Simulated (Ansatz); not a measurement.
**Al$_{2}$Cu (amorphous cell): density, localisation and related maps**

```
Al Cu
1.0
     6.02949    0.67908   -0.36096
     0.69494    4.62963   -0.48538
    -0.22820   -0.40121    4.71678
Al Cu
6 3
Direct
  0.42851 0.57815 0.60326
  0.18862 0.14874 0.53908
  0.64647 0.05093 0.75066
  0.53079 0.80796 0.17151
  0.97065 0.67596 0.39167
  0.08634 0.91893 0.97083
  0.30856 0.36345 0.07117
  0.85854 0.48627 0.84428
  0.75858 0.24063 0.29806
```

Computed without spin polarisation.

All numbers below come from DFT PBEsol, scalar-relativistic, plane waves, PAW (Ansatz 0.2.0).

Core electrons are frozen (PAW), and the valence fields are smoothed inside the atomic spheres.

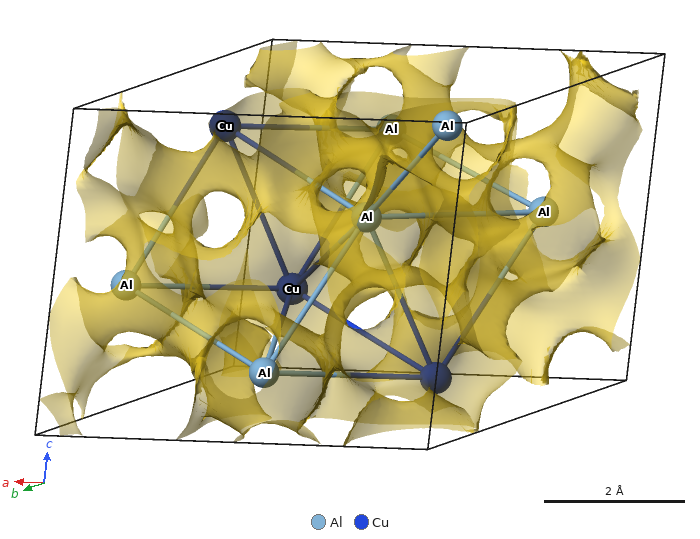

Figure 1. Isosurface of the ELF at 0.55 (yellow), seen at an oblique angle. Only the valence region is drawn (cores and ρ < 0.01 e/Å³ removed). Sticks mark near contacts.

> Describe the localisation domains.

At this value the surface marks out one network that runs through the whole crystal, counted in one cell of 9 atoms. Any copies at cell faces, edges or corners count once. Along the contacts the grid gives the following. Al–Cu (2.60 Å): the ELF is about 0.45 at the midpoint. Al–Al (2.67 Å): the ELF peaks at about 0.65 between the atoms.

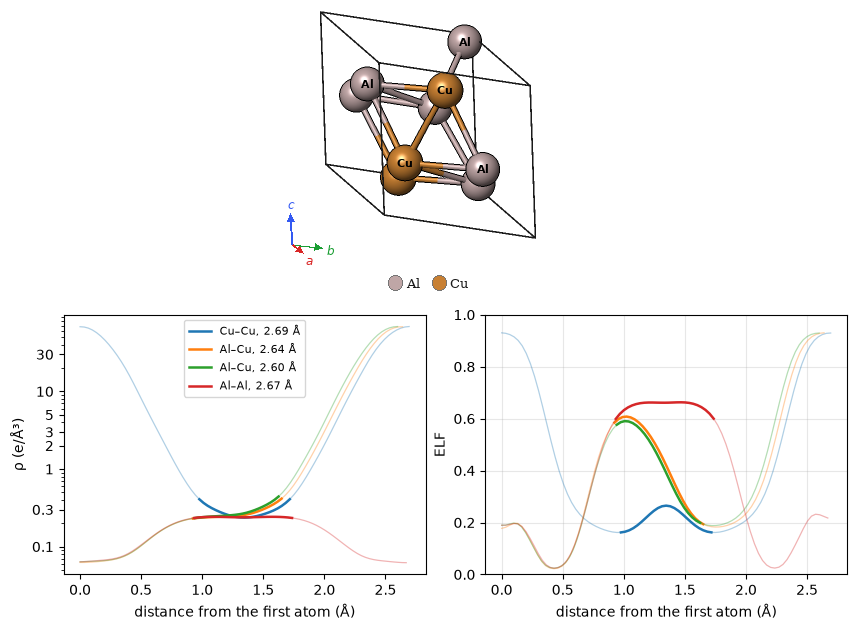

Figure 2. Valence pseudo-density and electron localisation function along straight lines between neighbouring atoms. Thin, pale parts lie inside the atomic spheres. The structure is drawn too.

> What can be read from the curves?

Cu–Cu (2.69 Å): the density is about 0.24 e/Å³ at the midpoint; the ELF is about 0.25 at the midpoint (no localised pair shows between them).
Al–Cu (2.64 Å): the density is about 0.25 e/Å³ at the midpoint; the ELF peaks at about 0.60 between the atoms.
Al–Cu (2.60 Å): the density is about 0.26 e/Å³ at the midpoint; the ELF is about 0.45 at the midpoint.
Al–Al (2.67 Å): the density is about 0.24 e/Å³ at the midpoint; the ELF peaks at about 0.65 between the atoms.

> Does the calculation give a band gap?

It is metallic or semimetallic at this level of theory: no gap opens.
